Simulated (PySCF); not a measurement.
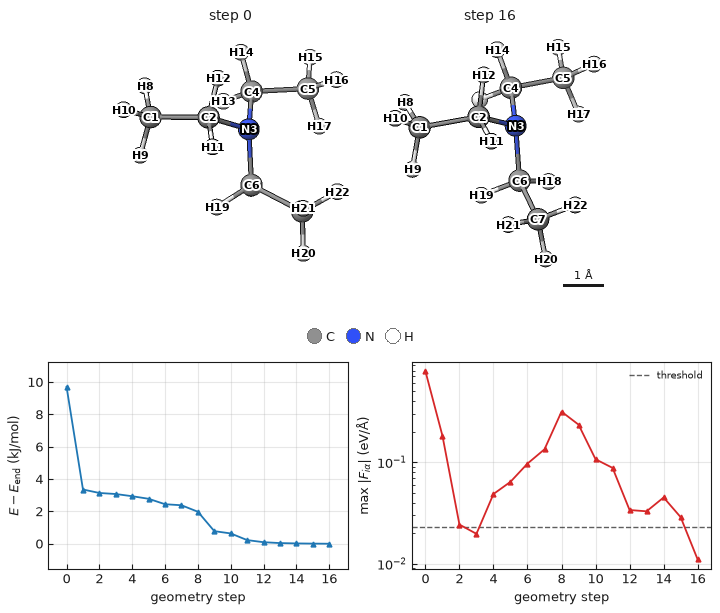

First and last geometry of a relaxation of C₆H₁₅N, with the history of the run. The picture is a ball-and-stick view, seen from a free direction.

The start comes from GFN2-xTB.

Theory: PySCF, PBE0-D3(BJ)/def2-SVP geometry optimisation, gas phase. 

**Did the run converge, and what did it change?**

It converged. The atom that moves furthest after the best rigid fit is H21 (1.41 Å). Largest moves by element: H 1.41 Å, C 0.71 Å, N 0.25 Å. Some distances before and after: C6–H19 1.096 → 1.115 Å, C1–H10 1.087 → 1.101 Å, C4–H13 1.105 → 1.114 Å, C1–C2 1.535 → 1.528 Å. Bond angles that change, for instance: N3–C6–C7 110.9° → 113.8°, N3–C6–H18 110.2° → 107.4°, C6–C7–H21 110.1° → 112.5°. Groups turn about N3–C6 by about 50°. Over 16 geometry steps the energy falls by 9.71 kJ/mol. Largest force component: 0.79 eV/Å at the start, 0.011 eV/Å at the end. The forces were under the threshold at step 3, but the run went on from there.
